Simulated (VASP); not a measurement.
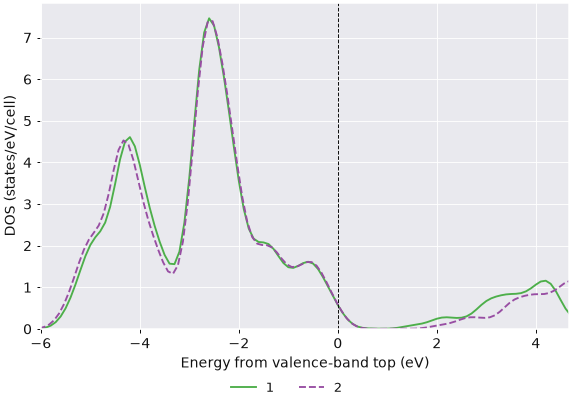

Total densities of states of rocksalt AgBr, space group Fm-3m (No. 225), 2 atoms in the primitive cell (cubic a = 5.673 Å), by two methods on the same cell. The DOS curves are built from the levels of the k mesh with Gaussians 0.55 eV wide, which also blur the band edges; ripples of that width can come from the mesh. Each is counted from its own valence-band top.

Question: Which curve is which? The methods: r2SCAN, PBE.

Answer: 1 is PBE; 2 is r2SCAN. PBE gives a gap of 0.67 eV and r2SCAN gives a gap of 1.25 eV.

Settings. PBE: VASP PAW PBE potentials, release 64 (Ag, Br), no spin polarisation, no spin-orbit coupling, 8×8×8 k mesh, 520 eV cutoff, Gaussian smearing of 0.03 eV (VASP 6.6.1). r2SCAN: VASP PAW PBE potentials, release 64 (Ag, Br), no spin polarisation, no spin-orbit coupling, 8×8×8 k mesh, 520 eV cutoff, Gaussian smearing of 0.03 eV (VASP).

Gaps are the smallest over all k points computed. The cell is at 4 GPa in PBE and 3 GPa in r2SCAN. Spin-orbit coupling is left out, which matters for Br. LDA, GGA and most meta-GGA functionals understate gaps. The cell was derived from a database entry in an earlier step, so it needn't be the measured one. r2SCAN: the PAW data sets were made with another functional.
